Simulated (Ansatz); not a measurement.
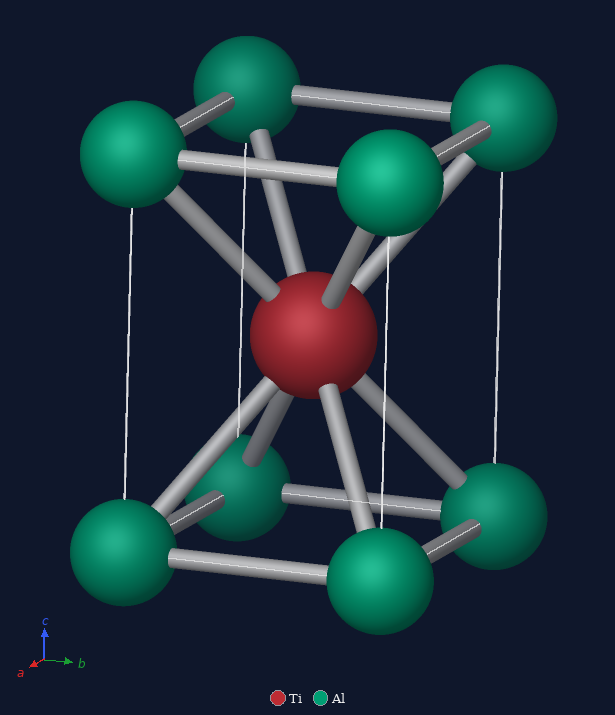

We look at a ball-and-stick model of the crystal slightly off an axis. The wireframe shows the conventional unit cell.

TiAl, space group P2/m (No. 10), a = 2.79 Å, b = 2.79 Å, c = 4.05 Å, α = 90.00°, β = 93.43°, γ = 90.00°.

The numbers come from Ansatz, DFT PBEsol, scalar-relativistic, plane waves, PAW, using plane waves up to 420 eV, k-points about 0.13 Å⁻¹ apart, Gaussian smearing of 0.1 eV, no spin polarisation.

Classify it as metallic or gapped, with the value.

Answer. A metal: bands cross the Fermi level.

Would the cell expand or shrink if it could?

Answer. The computed pressure is 0.4 GPa (compressed: it would expand). The stress isn't hydrostatic: its largest component is 7.1 GPa.

Provenance: a structure listed in the Materials Project. The cell was then strained or its atoms displaced on purpose. It went into a calculation with Ansatz.
